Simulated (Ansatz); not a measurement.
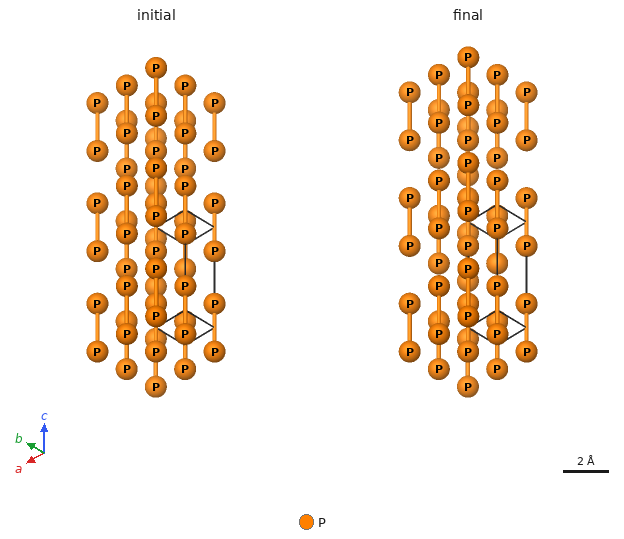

The structure of solid P (a generated structure, set up in P6/mmm) (coarse preliminary run) before (left) and after (right) a relaxation, at one scale.

The picture is a ball-and-stick view of the cell of the calculation, repeated 2 × 2 × 2 with one cell outlined, seen from a free direction.

Method: DFT PBE, scalar-relativistic, plane waves, PAW (Ansatz). Set-up: plane-wave cutoff 420 eV; k-point mesh 9 × 9 × 4; occupations gaussian; smearing width 0.1 eV; no spin polarisation; cell and atoms relaxed; force threshold 0.04 eV/Å; at most 70 steps.

Question: Summarise the run.

Answer: The largest moves relative to the cell, 0.062 Å, are those of P atoms. The volume changes by +4.9 %, with a = b 2.652 → 2.646 Å (−0.2 %), c 4.844 → 5.101 Å (+5.3 %). The space group stays P6/mmm (No. 191). Over 5 accepted moves (9 points after the start) the energy falls by 20.8 meV per cell of the calculation. The largest force component goes from 0.097 to 0.0005 eV/Å. The pressure goes from 1.86 to −0.08 GPa. The line search rejected the trial steps at points 5, 7 of the run. The SCF was repeated twice at an unchanged geometry on a basis and grid sized afresh for the cell, which shifted the energy by 0.6 meV per cell of the calculation at most.
